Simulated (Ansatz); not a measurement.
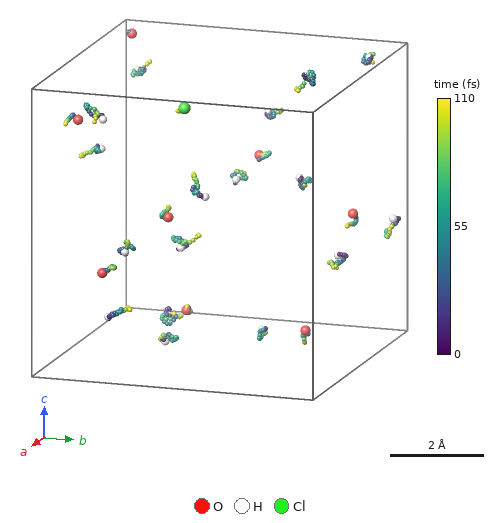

A Born-Oppenheimer molecular dynamics run of a periodic cell with 8 H2O + 1 HCl at 1.145 g/cm³, 110 fs long. Dots mark each atom's position at evenly spaced times, coloured by time; spheres stand at the starting positions. Seen slightly off an axis in the simulation cell.

Computed with DFT r2SCAN, scalar-relativistic, plane waves, PAW (Ansatz 0.2.0). Settings: plane-wave cutoff 500 eV; k-point mesh 1 × 1 × 1; Fermi-Dirac smearing 0.02 eV; low-accuracy preset; Langevin thermostat (NVT); set temperature 250 K; time step 0.5 fs; H given the mass 2.014 u; friction 0.02 per fs.

Input file:
```yaml
accuracy: low
crystal:
  lattice:
    - [6.398014, 0.0, 0.0]
    - [0.0, 6.398014, 0.0]
    - [0.0, 0.0, 6.398014]
  atoms:
    - { symbol: O, position: [0.95919583, 0.23751861, 0.37059677] }
    - { symbol: H, position: [0.81135796, 0.26842182, 0.41094396] }
    - { symbol: H, position: [0.95793864, 0.25792813, 0.21924072] }
    - { symbol: O, position: [0.37530784, 0.34107151, 0.10888162] }
    - { symbol: H, position: [0.49872753, 0.3067913, 0.02789653] }
    - { symbol: H, position: [0.26795114, 0.24355643, 0.05567004] }
    - { symbol: O, position: [0.38244302, 0.76557558, 0.0745874] }
    - { symbol: H, position: [0.50207024, 0.81776937, -0.00291067] }
    - { symbol: H, position: [0.38270743, 0.61299549, 0.06479807] }
    - { symbol: O, position: [0.1011486, 1.05449655, 0.98103911] }
    - { symbol: H, position: [0.04547826, 1.05886394, 0.84129048] }
    - { symbol: H, position: [0.18774872, 0.92766114, 0.98870298] }
    - { symbol: O, position: [0.61477788, 0.03589184, 0.80360649] }
    - { symbol: H, position: [0.70557712, 0.15494504, 0.83621744] }
    - { symbol: H, position: [0.53435438, 0.09139851, 0.68783844] }
    - { symbol: O, position: [0.13024396, 0.51715832, 0.60262397] }
    - { symbol: H, position: [0.13970601, 0.66394481, 0.53748236] }
    - { symbol: H, position: [0.07085906, 0.41433797, 0.49489557] }
    - { symbol: O, position: [0.19783699, 0.87256598, 0.44478128] }
    - { symbol: H, position: [0.09658369, 0.98168686, 0.41147245] }
    - { symbol: H, position: [0.27702511, 0.8465615, 0.31623958] }
    - { symbol: O, position: [0.57484769, 0.34295147, 0.48001591] }
    - { symbol: H, position: [0.56793514, 0.47201082, 0.55967965] }
    - { symbol: H, position: [0.48690314, 0.35834215, 0.3545147] }
    - { symbol: Cl, position: [0.82858673, 0.48574287, 0.9321909] }
    - { symbol: H, position: [1.02855058, 0.51594397, 0.72695185] }
basis:
  ecutwfc: 500.0
kpoints:
  mp_grid: { grid: [1, 1, 1] }
hamiltonian:
  xc: r2scan
scf:
  occupations: { method: fermi_dirac, width: 0.02 }
  lower_state_search: "off"
md:
  timestep: 0.5
  n_steps: 220
  ensemble: nvt_langevin
  temperature: 250.0
  initial_velocities: maxwell_boltzmann
  seed: 706402
  friction: 0.02
  masses: [{ species: H, mass: 2.014 }]
```

Run as
```bash
ansatz run input.yaml --threads 1 --pin off --max-ram 3072MiB --backend cpu --events-out ev --progress --plain --runs-dir out
```

Describe the motion.

Root-mean-square distances from the starting positions over the second half, with the common drift of all atoms taken out: H 0.28 Å, O 0.21 Å, Cl 0.11 Å. The heavy atoms stay within a fraction of a molecule's size of their starting places; so short a run doesn't tell a liquid from a solid.

Limits of the set-up: the program's low-accuracy preset was used; masses were changed (H 2.014 u), which shifts the vibrations; the periodic images lie only 6.4 Å apart, so the values are limited by the cell's size.
